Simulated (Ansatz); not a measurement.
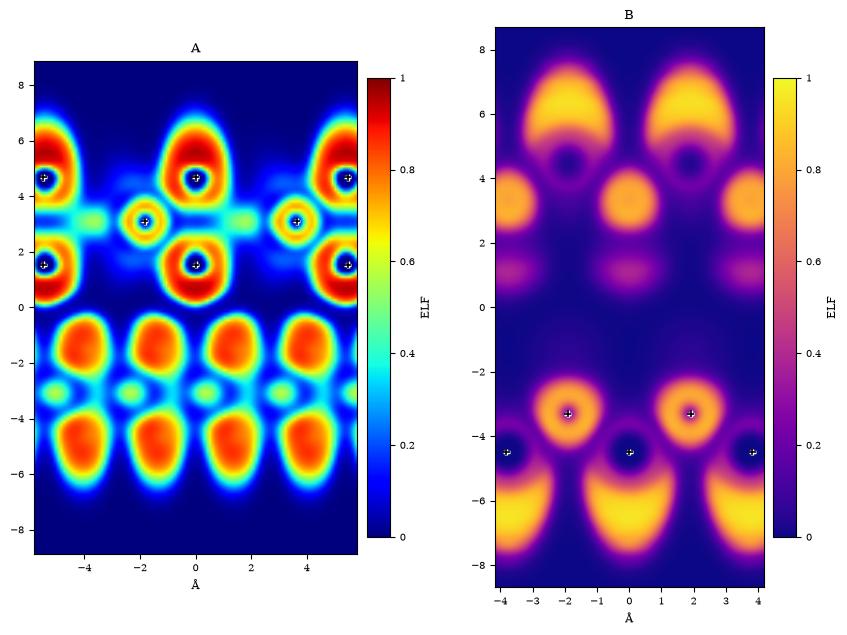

The ELF of 2 systems, each on a plane through atoms (crosses mark nuclei in the plane).

The calculation used Ansatz, DFT PBE+D3(BJ), scalar-relativistic, plane waves, PAW.

System 1: SnO (slab), the (100) plane of the calculation cell, a cut from vacuum to vacuum. PAW files of the earlier set (soft_1).

System 2: WS2 (slab), the (110) plane of the calculation cell, a cut from vacuum to vacuum. PAW files of the earlier set (soft_1).

```yaml
crystal:
  lattice:
    - [3.15955, 0.00000, 0.00000]
    - [-1.57977, 2.73625, 0.00000]
    - [0.00000, 0.00000, 23.80426]
  atoms:
    - { symbol: S, position: [0.33333, 0.66667, 0.18904] }
    - { symbol: W, position: [0.66667, 0.33333, 0.25525] }
    - { symbol: S, position: [0.33333, 0.66667, 0.32133] }
    - { symbol: S, position: [0.33333, 0.16667, 0.44983] }
    - { symbol: W, position: [0.00000, 0.50000, 0.51591] }
    - { symbol: S, position: [0.33333, 0.16667, 0.58211] }
```

Which map belongs to which system?

Panel A is system 2, WS2: the plane holds S and W. W–S (2.41 Å): the ELF peaks at about 0.85 in the valence shell of S, 0.8 Å from its nucleus, and is about 0.50 at the midpoint. Panel B is system 1, SnO: the plane holds Sn and O. Sn–O (2.25 Å): the ELF peaks at about 0.85 in the valence shell of O, 0.6 Å from its nucleus, and is about 0.20 at the midpoint (no localised pair shows between them).
